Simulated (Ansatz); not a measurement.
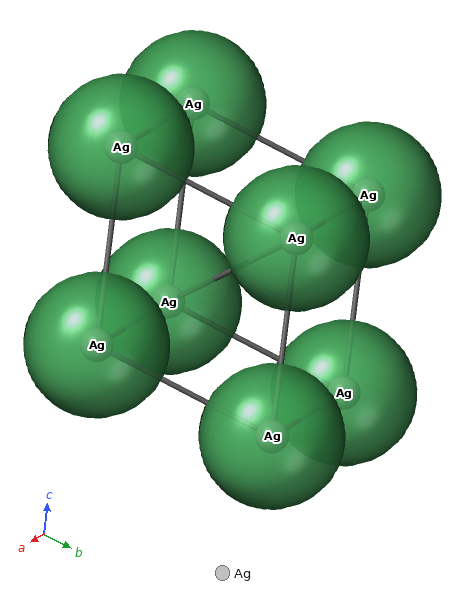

Figure 1: Ag. Isosurface of the valence electron density at 0.5 e/Å³ (green), seen slightly off an axis. Sticks mark near contacts.

Space group P-1; a structure from a database of computed crystals, not necessarily the ambient phase.

Theory: Kohn-Sham DFT of a periodic cell, PBE, Ansatz PAW (Ansatz).

Which contacts does the surface bridge?

Answer. At this value the density breaks into separate islands; it holds about 85 % of the electrons treated as valence (semicore included). It bridges none of the near contacts. It is pinched off along the shortest Ag–Ag (2.82 Å), Ag–Ag (2.86 Å) and Ag–Ag (2.91 Å) contacts. On the grid the lowest density along these lines, outside the cores, is 0.23 e/Å³ (Ag–Ag, 2.82 Å), 0.22 e/Å³ (Ag–Ag, 2.86 Å) and 0.2 e/Å³ (Ag–Ag, 2.91 Å).

Does the calculation make it a metal, or give it a gap?

Answer. It is metallic or semimetallic at this level of theory: no gap opens.
